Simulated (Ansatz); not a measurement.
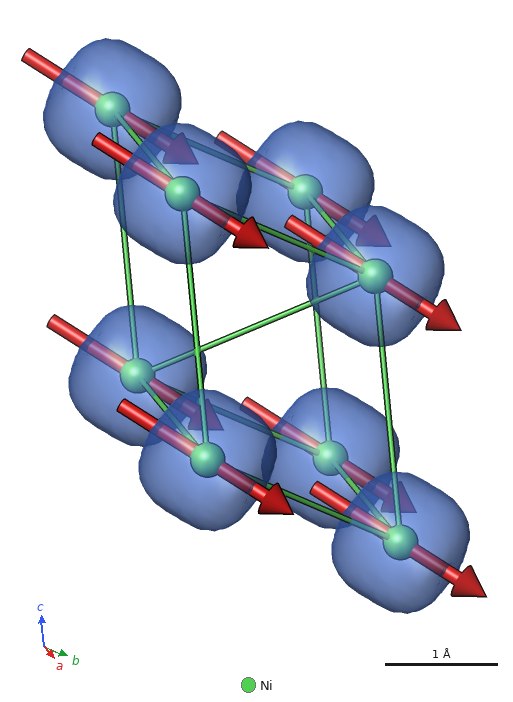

*Ni. Isosurface of the size of the magnetisation density at 0.15 e/Å³ (blue), with the spin moments of the magnetic sites as arrows; seen slightly off an axis.*

Space group I4/mmm; a structure from a database of computed crystals, not necessarily the ambient phase.

Theory: DFT, PBE, PAW with Ansatz's default frozen-core files, fully relativistic files with spin-orbit coupling in Ansatz.

Core electrons are frozen (PAW), and the valence fields are smoothed inside the atomic spheres.

> Describe the magnetic structure.

Spin moments: Ni 0.6 μB. There is one magnetic site in the cell, along [1 1 0] of the cell.
